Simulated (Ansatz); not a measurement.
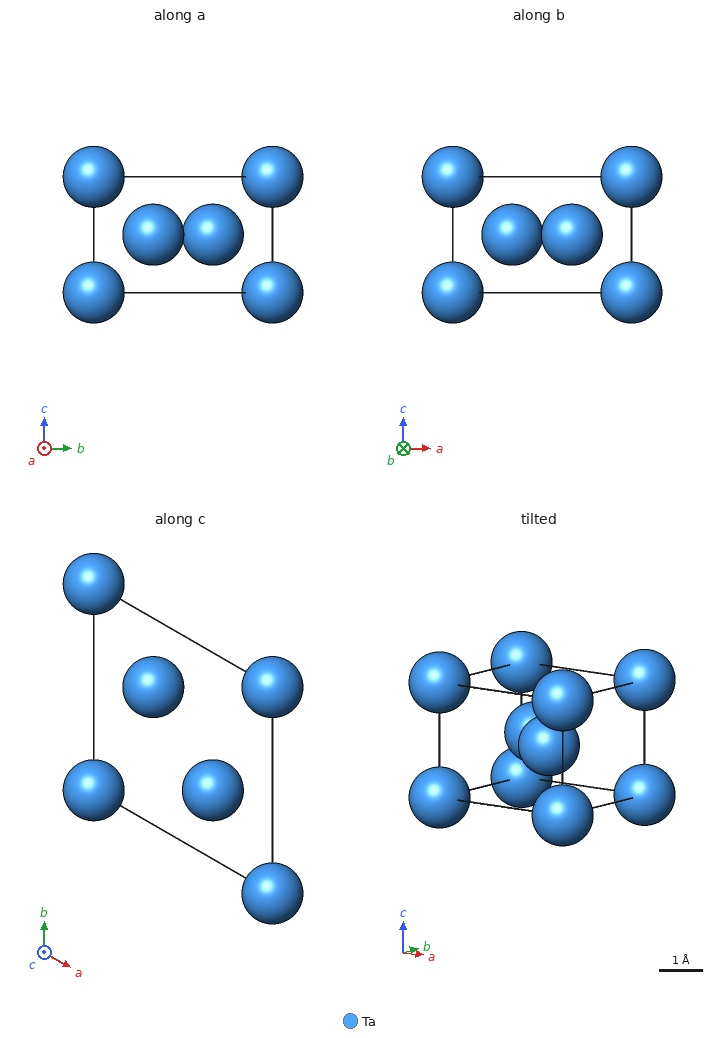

View along the a axis, along the b axis, along the c axis and slightly off an axis, drawn as a spheres-only model. The lines enclose the conventional unit cell; boundary atoms appear with their images.

Lattice parameters: a = 4.8642 Å, b = 4.8642 Å, c = 2.7281 Å, α = 90.000°, β = 90.000°, γ = 120.000°.

Convert the drawing into a CIF in P1 with every atom of the cell.

Answer.
```cif
data_structure
_symmetry_space_group_name_H-M 'P 1'
_symmetry_Int_Tables_number 1
_cell_length_a 4.8642
_cell_length_b 4.8642
_cell_length_c 2.7281
_cell_angle_alpha 90.000
_cell_angle_beta 90.000
_cell_angle_gamma 120.000
_cell_volume 55.90
loop_
_atom_site_label
_atom_site_type_symbol
_atom_site_fract_x
_atom_site_fract_y
_atom_site_fract_z
_atom_site_occupancy
Ta1 Ta 0.0000 0.0000 0.0000 1
Ta2 Ta 0.3333 0.6667 0.5000 1
Ta3 Ta 0.6667 0.3333 0.5000 1
```

It goes back to a textbook structure type filled with this element (whether it is the usual form wasn't checked). This is the structure after a relaxation with Ansatz 0.2.0, DFT PBE, scalar-relativistic, plane waves, PAW.
